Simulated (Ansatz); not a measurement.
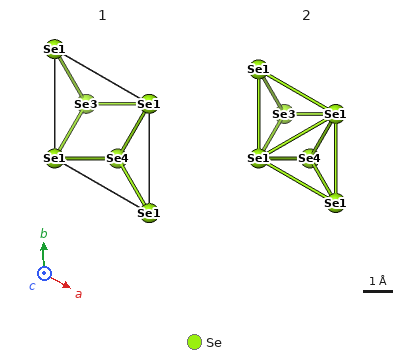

Two geometries of solid Se (a generated structure, set up in P6_3/mmc), drawn at one scale. One is the start of a relaxation, the other its converged end. A ball-and-stick model of the cell of the calculation, seen along the c axis.

Level of theory: DFT, revPBE, plane waves (420 eV) with PAW, scalar-relativistic (Ansatz). Set-up: plane-wave cutoff 420 eV; k-point mesh 12 × 12 × 3; occupations fermi dirac; smearing width 0.1 eV; no spin polarisation; cell and atoms relaxed; force threshold 0.01 eV/Å; at most 60 steps.

Q: Which geometry has the lower energy?

A: Structure 1 is the relaxed one. Phase: dhcp. Over 12 accepted moves (14 points after the start) the energy falls by 1.706 eV per cell of the calculation. All forces vanish by symmetry, so only the cell relaxes. Pressure: −2.63 GPa at the start and 0.00 GPa at the end. At 2 points the geometry stayed and the basis and grid were re-selected for the new cell (energy shift of 40.0 meV per cell of the calculation at most each time). No atom moves by more than 0.005 Å relative to the cell. The drawn cell changes as follows: a = b 3.136 → 3.851 Å (+22.8 %), c 10.242 → 7.257 Å (−29.1 %); the volume changes by +6.8 %. Among the contacts that change: Se–Se 3.136 → 3.851 Å, Se–Se 3.136 → 2.869 Å. The space group stays P6_3/mmc (No. 194). The run took 45 s on 2 threads of Intel(R) Xeon(R) Platinum 8259CL CPU @ 2.50GHz (Skylake/Cascade Lake), with other jobs on the host, peak memory 0.49 GiB.
